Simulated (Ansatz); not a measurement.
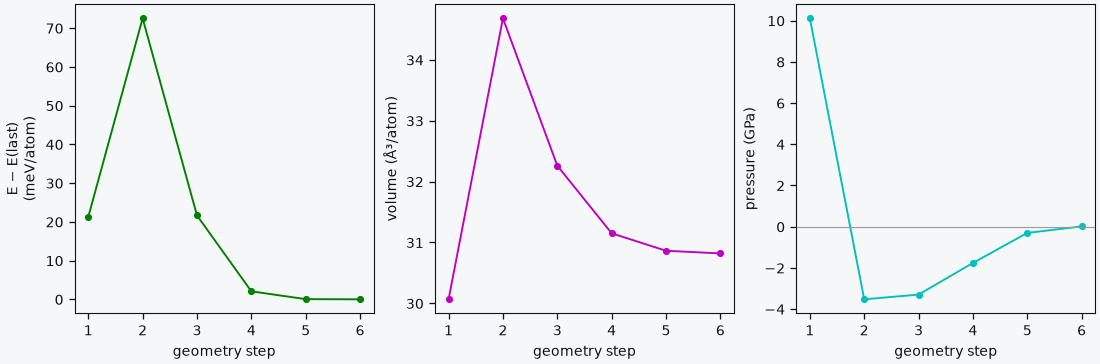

History of a geometry optimisation. The run: TlCl (Pm-3m, 2 atoms in the cell), by Ansatz 0.2.0, DFT, PBE-D4, plane waves, PAW; cutoff 420 eV, 6×6×6 k-mesh, Fermi–Dirac smearing of 0.02 eV. Atoms and cell relax. A closing SCF on a freshly chosen basis isn't drawn.

The optimisation met its thresholds at geometry 6, counting the start as the first. The energy fell by about 21 meV/atom from the first step to the last. Steps 2 and 3 went uphill and were rejected by the line search. All forces vanish by symmetry, so only the cell moves. The volume grows from 30.1 to 30.8 Å³ per atom (+3 %), overshooting to 34.7 at step 2, as the pressure goes from 10 GPa to about 0 GPa.
